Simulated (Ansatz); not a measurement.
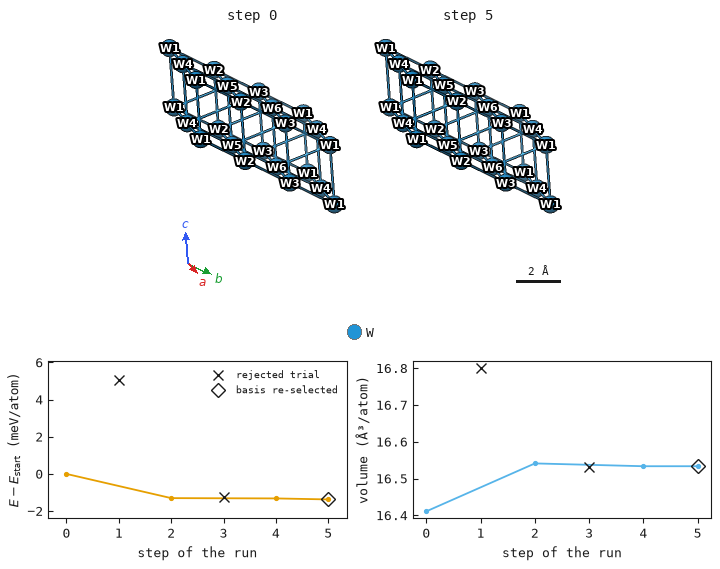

First and last geometry of a relaxation of a crystal of W (set up in C2/m), with the history of the run. Style: ball-and-stick. Shown: the cell of the calculation, slightly off an axis.

Case: film's bulk on the substrate's plane, third vector and atoms relaxed.

These are results of DFT PBE, scalar-relativistic, plane waves, PAW (Ansatz), not measurements. Set-up: plane-wave cutoff 420 eV; k-point mesh 7 × 5 × 16; occupations gaussian; smearing width 0.1 eV; no spin polarisation; cell relaxed at fixed a, b, gamma; force threshold 0.01 eV/Å; at most 50 steps.

> What do the curves and the structures tell?

It converged. Over 2 accepted moves (5 points after the start) the energy falls by 1.4 meV per atom. All forces vanish by symmetry, so only the cell relaxes. The pressure goes from −4.15 to −6.36 GPa. The line search rejected the trial steps at points 1, 3 of the run. At 1 point the geometry stayed and the basis and grid were re-selected for the new cell (energy shift of 0.1 meV per atom at most each time). The atoms keep their places relative to the cell (all moves are under 0.005 Å). The volume changes by +0.7 %, with a unchanged at 5.470 Å, b unchanged at 8.648 Å, c 2.741 → 2.755 Å (+0.5 %), α 111.6° → 111.5°. Among the contacts that change: W1–W1 2.741 → 2.755 Å, W1–W2 3.164 → 3.176 Å, W1–W4 3.164 → 3.174 Å. The space group stays C2/m (No. 12).
